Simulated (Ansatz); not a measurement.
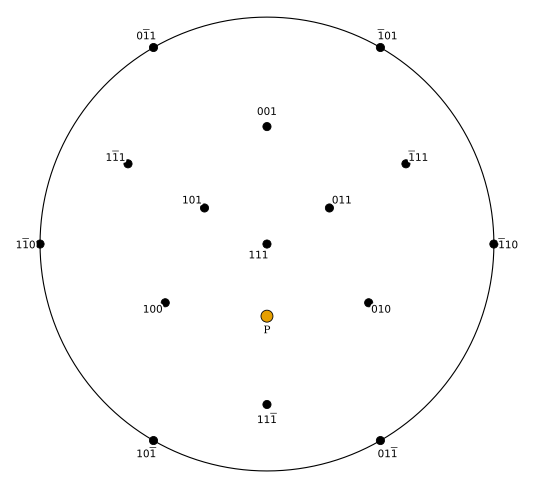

Crystal: MgTe, the geometry relaxed (final pressure about 16 GPa) with DFT LDA, scalar-relativistic, plane waves, PAW in Ansatz. Stereographic projection of plane normals (upper hemisphere) centred on (1 1 1). All values are computed from the atomic coordinates in the standard setting (tolerance 0.002 Å).

a = 5.864 Å, b = 5.864 Å, c = 5.864 Å, α = 90.00°, β = 90.00°, γ = 90.00°.

Index the pole marked P.

P is (1 1 0), 35.3° from the centre.

What is the angle between the normals of (1 0 −1) and (1 1 1), and what are their d_hkl = 1/|g|?

90.0°; d = 4.147 Å and 3.386 Å.
